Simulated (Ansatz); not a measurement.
**Geometry relaxation of WSe2 (part 1 of 2)**

- system: WSe2 (6 atoms in the cell)
- method: DFT r2SCAN, scalar-relativistic, plane waves, PAW, no spin polarisation (Ansatz 0.2.0)

The structure derives from a Materials Project entry. It belongs to a series of runs on one base structure; here: equal strain along all axes, cell held, atoms relaxed: +1.0 %. Figures and captions count atoms from 1; the log counts them from 0 in places.

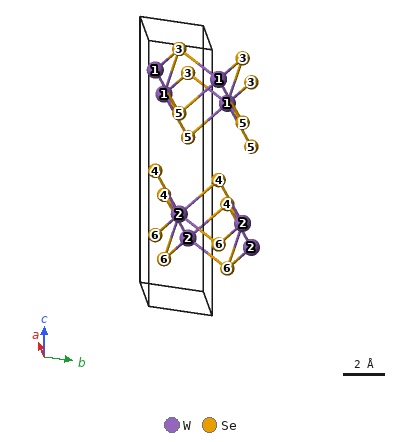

**Figure 1.** The starting structure (ball-and-stick view of the cell of the calculation, repeated 2 × 2 × 1, seen at an oblique angle; atoms are numbered from 1 in the order of the input). An atom can appear more than once, as a periodic image. Near neighbours in the periodic cell (some may lie outside the picture): W has 6 Se at 2.56 Å; Se has 3 W at 2.56 Å.

### Results in brief

| quantity | value |
| --- | --- |
| outcome | converged |
| space group (tolerance 0.01 Å) | P6₃/mmc (194) |
| electrons treated | 92 |
| free energy | −42710.7622 eV |
| Fermi energy | 11.602 eV |
| gap on the k-point mesh | 1.25 eV |
| pressure | −1.55 GPa |
| final volume | 134.63 Å³ |
| largest force (length of the vector) at the end | under 0.001 eV/Å |
| final cell | a = 3.348 Å, b = 3.348 Å, c = 13.866 Å, α = 90.00°, β = 90.00°, γ = 120.00° |
| hardware | 1 thread of Intel Xeon (Granite Rapids), 32 GiB of memory available, shared host |
| wall time | 80 s |
| peak memory | 0.99 GiB |

### Notes

Warnings of the run: the SCF threshold is looser than advised for the printed stress. Spin–orbit coupling is left out, which matters for W.

### The input
```yaml
crystal:
  lattice:
    - [3.3482667925, 0.0, 0.0]
    - [-1.6741333962, 2.8996841009, 0.0]
    - [0.0, 0.0, 13.8662053378]
  atoms:
    - { symbol: W, position: [0.6666666667, 0.3333333333, 0.75] }
    - { symbol: W, position: [0.3333333333, 0.6666666667, 0.25] }
    - { symbol: Se, position: [0.3333333333, 0.6666666667, 0.8710528356] }
    - { symbol: Se, position: [0.6666666667, 0.3333333333, 0.3710528356] }
    - { symbol: Se, position: [0.3333333333, 0.6666666667, 0.6289471644] }
    - { symbol: Se, position: [0.6666666667, 0.3333333333, 0.1289471644] }
basis:
  ecutwfc: 500
kpoints:
  mp_grid: { grid: [12, 12, 2] }
hamiltonian:
  xc: r2scan
scf:
  occupations: { method: gaussian, width: 0.02 }
output:
  forces: true
  stress: true
  eigenvalues: true
  write_density: true
  write_potential: true
  elf: true
  volumetric_format: npy
relax:
  adjacent_minimum: "off"
  f_tol: 0.008
  max_steps: 40
```

Launched with:
```bash
ansatz run input.yaml --threads 1 --pin off --max-ram 2560MiB --backend cpu --events-out ev --progress --plain --runs-dir out
```

### Log
```
Warning: output.stress: scf.convergence.dr2_threshold = 6.4e-8 eV (the default of a walk held to its f_tol) is looser than the 6e-10 eV advised for a printed stress (1e-10 eV for each atom of the cell: 6). What an SCF threshold leaves in a stress goes as its square root, and in the free energy as the threshold itself, and one threshold admits the most on a small cell: of the crystals measured, under no hybrid functional and no lock of the moments, on runs that ended without the residual-converged pass, on stresses that held no estimate of that error, the worst erred by over 100 MPa in a component at 1e-7 eV an atom and by under 5 at 1e-10. Every solve of this run answers to scf.convergence.dr2_threshold, and the tensor of one is reported: a single SCF on the reported geometry and on this run's grids (its basis.xc_grid and basis.ecutrho_ratio typed), with scf.convergence.dr2_threshold at 6e-10 eV or tighter, prints it and tightens no other solve. Else set scf.convergence.dr2_threshold to 6e-10 eV or tighter. The threshold is an SCF's pass mark: one that does not reach it within its budget of iterations ends unconverged, or closes short of it on a stop that the run arms, and scf.convergence.dr2_threshold's page says what that costs each kind of run
Engine: ansatz 0.2.0, x86_64-unknown-linux-gnu
Pseudopotentials: kind: paw
Pseudopotential: W, paw, valence charge 14, recommended cutoff 500 eV (meta_gga), W.paw.azcp
Pseudopotential: Se, paw, valence charge 16, recommended cutoff 500 eV (meta_gga), Se.paw.azcp
Functional definition: r2SCAN
  parameter k0 = 0.174
  parameter k1 = 0.065
  parameter a1 = 4.9479
  exchange = r2scan_x(k0 = k0, k1 = k1, a1 = a1)
  correlation = r2scan_c
Crystal: 6 atoms, lattice volume = 134.626 Å³
Basis set: ecut = 500 eV, 3351 PW (Γ), exchange–correlation on 100×100×432 points (64 copies of the dense FFT grid, shifted against one another)
Bands: 56, of which v1, the nominal top of the filled ones, is band 46 counted from 1 (45 counted from 0)
Symmetry: 24 space group operations
Space group: P63/mmc (ITA 194), of the structure as read, at distance tolerance 5.1e-5 Å
k-points: 38 of 288
Non-local potential: W, projectors of the file, l = 0: 3, l = 1: 2, l = 2: 2, l = 3: 1
Non-local potential: Se, projectors of the file, l = 0: 2, l = 1: 2, l = 2: 3, l = 3: 1
PAW form: soft (Blöchl's): semilocal exchange-correlation on the pseudo side does not see the compensation charge
PAW frozen core: W, regenerated for the run's functional (the file was generated under x = pbe(κ = 0.804, μ = 0.2195149727645171), c = pbe(β = 0.06672455060314922))
PAW frozen core: Se, regenerated for the run's functional (the file was generated under x = pbe(κ = 0.804, μ = 0.2195149727645171), c = pbe(β = 0.06672455060314922))
PAW one-centre angular grid: W, 590 points (default); XC on 160 Gauss nodes
PAW one-centre angular grid: Se, 590 points (default); XC on 160 Gauss nodes
Initial density: superposition of atomic densities (neutral atoms: chi_scale 0, normalization atom), corrected by the library's trained network
Initial wavefunctions: pseudopotential atomic-orbital guess
Functional: x = r2scan, c = r2scan; τ floored in thin density (d = 2e-4 eV/Å³)
SCF iter   1: F=—  HF=-42710.612315 eV  |F-HF|=—  |Δ(HF+E_count)|=         —  Δρ=5.32e-3  dr2=2.53e-2  dr2_τ=7.68e-2  ethr=1.77e-3  ⟨swp⟩=6.5  Hψ=7686  notcnv=0
preconditioner: auto → Resta (q_TF=auto, 2.561 Å⁻¹)  ε∞=5.4  [insulator: Δε(μ)=1.337 eV  Ē_g=9.182 eV  σ=0.020 eV  W_gap=1.00  n_scr=52 (ndim 8)  ℏωp=19.2 eV  f_vac=0.129  D(μ)=0.00/eV (n_scr^D=0)  ε∞_Penn≈5.4]
SCF iter   2: F=—  HF=-42710.724675 eV  |F-HF|=—  |Δ(HF+E_count)|=   1.12e-1  Δρ=3.49e-3  dr2=6.62e-3  dr2_τ=1.11e-3  ethr=2.75e-5  ⟨swp⟩=2.9  Hψ=4603  notcnv=0  defer=106
SCF iter   3: F=—  HF=-42710.732978 eV  |F-HF|=—  |Δ(HF+E_count)|=   8.30e-3  Δρ=1.42e-3  dr2=1.40e-3  dr2_τ=1.14e-4  ethr=7.19e-6  ⟨swp⟩=2.0  Hψ=2844  notcnv=0  defer=106
SCF iter   4: F=—  HF=-42710.734639 eV  |F-HF|=—  |Δ(HF+E_count)|=   1.66e-3  Δρ=2.08e-4  dr2=1.10e-4  dr2_τ=7.49e-6  ethr=1.52e-6  ⟨swp⟩=2.0  Hψ=3208  notcnv=0  defer=106
SCF iter   5: F=—  HF=-42710.734632 eV  |F-HF|=—  |Δ(HF+E_count)|=   6.26e-6  Δρ=7.16e-5  dr2=6.04e-6  dr2_τ=1.03e-6  ethr=1.19e-7  ⟨swp⟩=2.0  Hψ=2505  notcnv=0  defer=106
SCF iter   6: F=—  HF=-42710.734637 eV  |F-HF|=—  |Δ(HF+E_count)|=   4.27e-6  Δρ=2.87e-5  dr2=2.07e-6  dr2_τ=5.80e-8  ethr=1.74e-9  ⟨swp⟩=15.8  Hψ=18452  notcnv=0
SCF iter   7: F=-42710.734637 eV  HF=-42710.734637 eV  |F-HF|=2.52e-8  |Δ(HF+E_count)|=   6.67e-7  Δρ=6.69e-6  dr2=9.34e-8  dr2_τ=2.74e-9  ethr=1.74e-9  ⟨swp⟩=11.0  Hψ=16681  notcnv=0
SCF 1 converged in 7 iterations: F = -42710.734637 eV  dr2 = 9.34e-8
  greatest PAW one-centre occupation: 1.000 electrons in one spin orbital (limit 2), on the Se atom at site 4 (counted from 0), in its partial waves of l = 2
relax step   1: F+E_penalty+E_count = -42710.73463735 eV  Δ(F+E_penalty+E_count) = +0.000e0 eV  max|allowed force component| = 4.880e-1 eV/Å  Δτ_max = 0.0000 Å  (7 SCF iters, dr2 threshold 1.60e-6 eV, accepted)
Initial density: handed on by an earlier stage of this run
Initial wavefunctions: those handed on with the density
iter 1 solved again at ethr=4.72e-5 eV; its pass at ethr=3.10e-3 eV (dr2=4.34e-2 eV) is discarded
SCF iter   1: F=—  HF=-42710.626398 eV  |F-HF|=—  |Δ(HF+E_count)|=         —  Δρ=5.75e-3  dr2=4.93e-2  dr2_τ=5.69e-2  ethr=4.72e-5  ⟨swp⟩=2.0  Hψ=6882  notcnv=0  defer=107
preconditioner: auto → Resta (q_TF=auto, 2.561 Å⁻¹)  ε∞=5.2  [insulator: Δε(μ)=0.977 eV  Ē_g=9.419 eV  σ=0.020 eV  W_gap=1.00  n_scr=52 (ndim 8)  ℏωp=19.2 eV  f_vac=0.158  D(μ)=0.00/eV (n_scr^D=0)  ε∞_Penn≈5.2]
SCF iter   2: F=—  HF=-42710.681241 eV  |F-HF|=—  |Δ(HF+E_count)|=   5.48e-2  Δρ=2.69e-3  dr2=8.67e-3  dr2_τ=1.60e-3  ethr=4.72e-5  ⟨swp⟩=2.7  Hψ=3075  notcnv=0  defer=107
SCF iter   3: F=—  HF=-42710.681944 eV  |F-HF|=—  |Δ(HF+E_count)|=   7.02e-4  Δρ=1.44e-3  dr2=2.62e-3  dr2_τ=7.91e-5  ethr=9.43e-6  ⟨swp⟩=2.0  Hψ=2779  notcnv=0  defer=107
SCF iter   4: F=—  HF=-42710.682423 eV  |F-HF|=—  |Δ(HF+E_count)|=   4.79e-4  Δρ=2.74e-4  dr2=1.42e-4  dr2_τ=3.21e-6  ethr=2.85e-6  ⟨swp⟩=2.0  Hψ=2978  notcnv=0  defer=107
SCF iter   5: F=—  HF=-42710.682423 eV  |F-HF|=—  |Δ(HF+E_count)|=   1.40e-7  Δρ=1.09e-4  dr2=2.06e-5  dr2_τ=5.28e-7  ethr=1.54e-7  ⟨swp⟩=2.0  Hψ=3693  notcnv=0  defer=107
SCF iter   6: F=-42710.682429 eV  HF=-42710.682427 eV  |F-HF|=1.78e-6  |Δ(HF+E_count)|=   4.05e-6  Δρ=4.37e-5  dr2=4.34e-6  dr2_τ=7.34e-8  ethr=1.62e-8  ⟨swp⟩=17.7  Hψ=20599  notcnv=0
SCF 2 converged in 6 iterations: F = -42710.682429 eV  dr2 = 4.34e-6
  greatest PAW one-centre occupation: 1.000 electrons in one spin orbital (limit 2), on the Se atom at site 5 (counted from 0), in its partial waves of l = 2
relax step   2: F+E_penalty+E_count = -42710.68242854 eV  Δ(F+E_penalty+E_count) = +5.221e-2 eV  max|allowed force component| = 8.848e-1 eV/Å  Δτ_max = 0.0739 Å  (6 SCF iters, dr2 threshold 1.49e-5 eV, rejected (line search))
SCF iter   1: F=—  HF=-42710.764361 eV  |F-HF|=—  |Δ(HF+E_count)|=         —  Δρ=3.52e-3  dr2=1.86e-2  dr2_τ=2.15e-2  ethr=1.99e-4  ⟨swp⟩=4.3  Hψ=4427  notcnv=0  defer=107
preconditioner: auto → Resta (q_TF=auto, 2.561 Å⁻¹)  ε∞=5.3  [insulator: Δε(μ)=1.242 eV  Ē_g=9.294 eV  σ=0.020 eV  W_gap=1.00  n_scr=52 (ndim 8)  ℏωp=19.2 eV  f_vac=0.143  D(μ)=0.00/eV (n_scr^D=0)  ε∞_Penn≈5.3]
SCF iter   2: F=—  HF=-42710.761668 eV  |F-HF|=—  |Δ(HF+E_count)|=   2.69e-3  Δρ=1.70e-3  dr2=3.60e-3  dr2_τ=6.18e-4  ethr=2.02e-5  ⟨swp⟩=2.0  Hψ=3428  notcnv=0  defer=107
SCF iter   3: F=—  HF=-42710.761859 eV  |F-HF|=—  |Δ(HF+E_count)|=   1.92e-4  Δρ=9.17e-4  dr2=1.04e-3  dr2_τ=3.29e-5  ethr=3.91e-6  ⟨swp⟩=2.0  Hψ=2783  notcnv=0  defer=107
SCF iter   4: F=—  HF=-42710.762064 eV  |F-HF|=—  |Δ(HF+E_count)|=   2.04e-4  Δρ=1.78e-4  dr2=5.08e-5  dr2_τ=1.04e-6  ethr=1.13e-6  ⟨swp⟩=2.1  Hψ=3008  notcnv=0  defer=107
SCF iter   5: F=—  HF=-42710.762158 eV  |F-HF|=—  |Δ(HF+E_count)|=   9.42e-5  Δρ=6.58e-5  dr2=7.37e-6  dr2_τ=2.13e-7  ethr=5.52e-8  ⟨swp⟩=2.0  Hψ=3693  notcnv=0  defer=107
SCF iter   6: F=—  HF=-42710.762159 eV  |F-HF|=—  |Δ(HF+E_count)|=   1.26e-6  Δρ=2.37e-5  dr2=1.36e-6  dr2_τ=1.75e-8  ethr=8.01e-9  ⟨swp⟩=2.0  Hψ=3693  notcnv=0  defer=107
SCF iter   7: F=-42710.762160 eV  HF=-42710.762160 eV  |F-HF|=1.18e-8  |Δ(HF+E_count)|=   8.72e-7  Δρ=5.18e-6  dr2=7.38e-8  dr2_τ=2.45e-9  ethr=1.09e-10  ⟨swp⟩=14.1  Hψ=14726  notcnv=0
SCF 3 converged in 7 iterations: F = -42710.762160 eV  dr2 = 7.38e-8
relax step   3: F+E_penalty+E_count = -42710.76215983 eV  Δ(F+E_penalty+E_count) = -2.752e-2 eV  max|allowed force component| = 1.666e-2 eV/Å  Δτ_max = 0.0288 Å  (7 SCF iters, dr2 threshold 1.00e-7 eV, accepted)
SCF iter   1: F=—  HF=-42710.762092 eV  |F-HF|=—  |Δ(HF+E_count)|=         —  Δρ=6.92e-5  dr2=7.32e-6  dr2_τ=8.78e-6  ethr=8.41e-8  ⟨swp⟩=2.0  Hψ=3616  notcnv=0  defer=99
preconditioner: auto → Resta (q_TF=auto, 2.561 Å⁻¹)  ε∞=5.3  [insulator: Δε(μ)=1.248 eV  Ē_g=9.274 eV  σ=0.020 eV  W_gap=1.00  n_scr=52 (ndim 8)  ℏωp=19.2 eV  f_vac=0.143  D(μ)=0.00/eV (n_scr^D=0)  ε∞_Penn≈5.3]
SCF iter   2: F=—  HF=-42710.762190 eV  |F-HF|=—  |Δ(HF+E_count)|=   9.83e-5  Δρ=3.32e-5  dr2=1.40e-6  dr2_τ=2.15e-7  ethr=7.96e-9  ⟨swp⟩=2.0  Hψ=3154  notcnv=0  defer=99
SCF iter   3: F=—  HF=-42710.762191 eV  |F-HF|=—  |Δ(HF+E_count)|=   1.45e-7  Δρ=1.72e-5  dr2=4.39e-7  dr2_τ=1.50e-8  ethr=1.53e-9  ⟨swp⟩=2.1  Hψ=2532  notcnv=0  defer=99
SCF iter   4: F=-42710.762191 eV  HF=-42710.762191 eV  |F-HF|=8.76e-9  |Δ(HF+E_count)|=   8.95e-8  Δρ=3.70e-6  dr2=3.23e-8  dr2_τ=6.32e-10  ethr=6.96e-11  ⟨swp⟩=10.6  Hψ=14071  notcnv=0
SCF 4 converged in 4 iterations: F = -42710.762191 eV  dr2 = 3.23e-8
relax step   4: F+E_penalty+E_count = -42710.76219063 eV  Δ(F+E_penalty+E_count) = -3.080e-5 eV  max|allowed force component| = 2.982e-5 eV/Å  Δτ_max = 0.0009 Å  (4 SCF iters, accepted)
iter 1 solved again at ethr=3.50e-11 eV; its pass at ethr=3.10e-3 eV (dr2=3.22e-8 eV) is discarded
SCF iter   1: F=—  HF=-42710.762191 eV  |F-HF|=—  |Δ(HF+E_count)|=         —  Δρ=3.70e-6  dr2=3.23e-8  dr2_τ=6.32e-10  ethr=3.50e-11  ⟨swp⟩=1.0  Hψ=6001  notcnv=0
SCF iter   2: F=-42710.762191 eV  HF=-42710.762191 eV  |F-HF|=2.92e-9  |Δ(HF+E_count)|=  3.57e-10  Δρ=2.50e-6  dr2=1.41e-8  dr2_τ=3.93e-10  ethr=3.50e-11  ⟨swp⟩=8.0  Hψ=11795  notcnv=0
SCF 5 converged in 2 iterations: F = -42710.762191 eV  dr2 = 1.41e-8
```

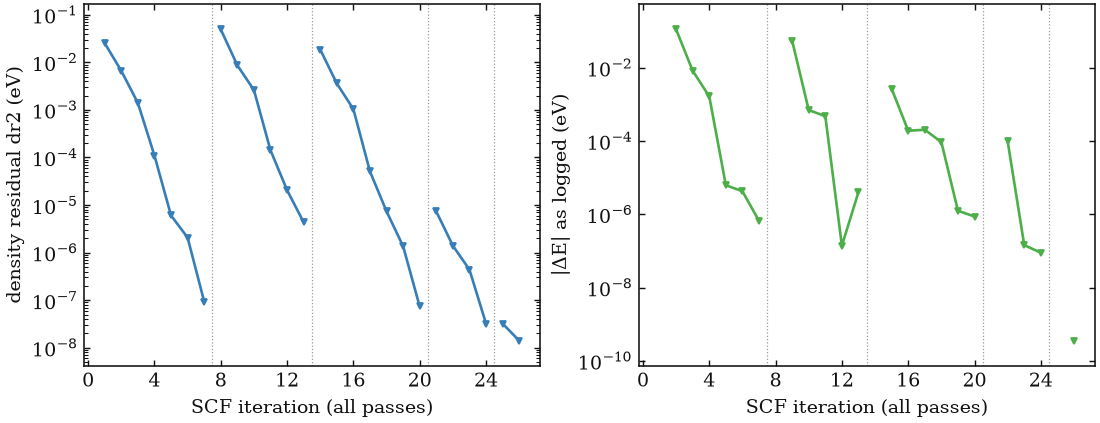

**Figure 2.** Convergence of the self-consistent field: density residual dr2 and size of the energy change against the SCF iteration. Dotted lines part the SCF passes that the log prints in full.

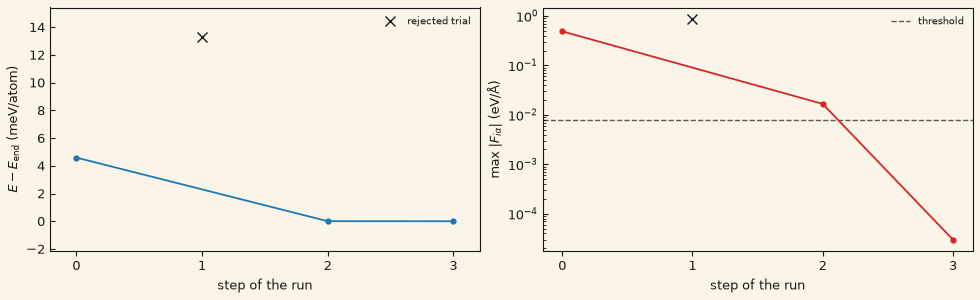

**Figure 3.** Progress of the relaxation, step by step (the first geometry is step 0 here and step 1 in the log).
